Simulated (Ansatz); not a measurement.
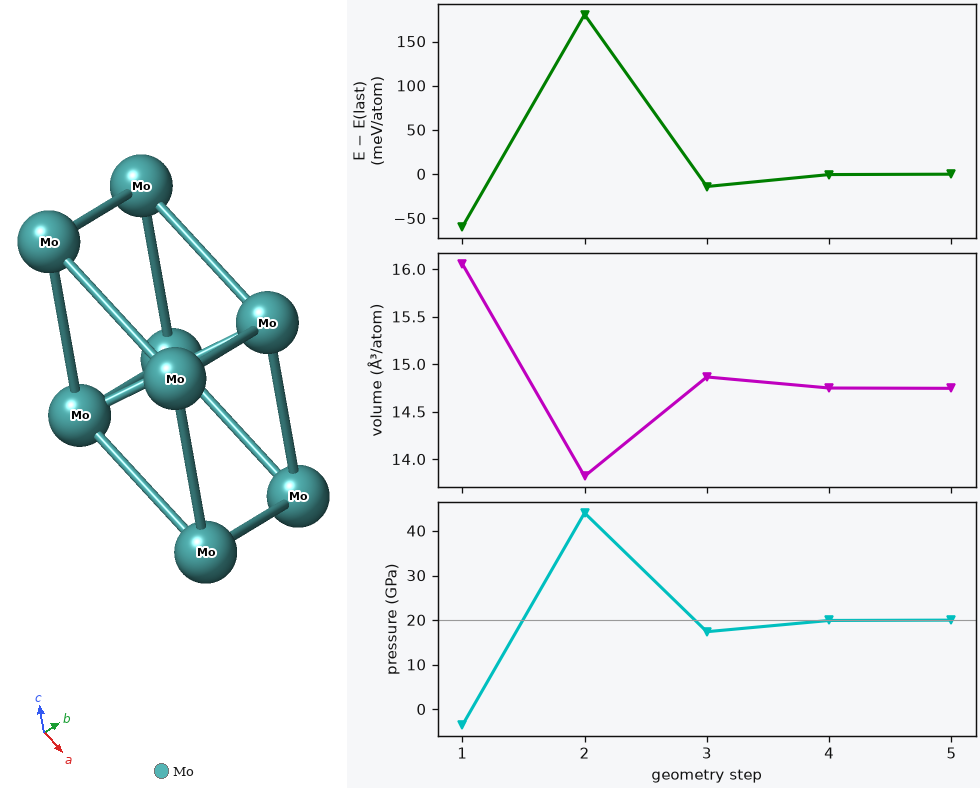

Beside the plot: the structure at the start.

History of a geometry optimisation. Atoms and cell relax. A closing SCF on a freshly chosen basis isn't drawn.

```
crystal:
  lattice:
    - [-1.58932724, 1.58932724, 1.58932724]
    - [1.58932724, -1.58932724, 1.58932724]
    - [1.58932724, 1.58932724, -1.58932724]
  atoms:
    - { symbol: Mo, position: [0.0, 0.0, 0.0], spin: 2, spin_axis: [0.57735, 0.57735, -0.57735] }
  symmetry: { tolerance: 0.0003 }
kpoints:
  mp_grid: { grid: [11, 11, 11], shift: [0, 0, 0] }
magnetization:
  noncollinear: true
  spin_orbit: true
scf:
  occupations: { method: fermi_dirac, width: 0.0238 }
  lower_state_search: "off"
hamiltonian:
  pseudopotentials: { kind: paw_fr }
  xc: pbe
basis:
  ecutwfc: 420
  fft_grid_basis: typed
relax:
  max_steps: 40
  cell: { p_target: 20.0 }
output:
  forces: true
  stress: true
  eigenvalues: true
  bader: true
  populations: true
  elf: true
  write_potential: true
  volumetric_format: npy
  dos:
    e_range: [-12, 8]
    de: 0.05
    projected: { site_lists: { Mo: [Mo] } }
    method: { smearing: { sigma: 0.1, scheme: gaussian } }
  write_density: true
checkpoint:
  read: saved_state
```

Launched with:
```bash
ansatz run input.yaml --threads 2 --pin off --max-ram 3584MiB --backend cpu --events-out ev --progress --plain --runs-dir out
```

### How did the optimisation end?

The optimisation met its thresholds at geometry 5, counting the start as the first. The energy of the last step lies about 60 meV/atom above the first, with a rise at steps 2 and 4. The target is 20 GPa, so the enthalpy and not the energy is minimised. All forces vanish by symmetry, so only the cell moves.

### Was the starting cell too large or too small?

The volume shrinks from 16.1 to 14.7 Å³ per atom (−8 %), overshooting to 13.8 at step 2, as the pressure goes from −3.6 GPa to about 20 GPa.
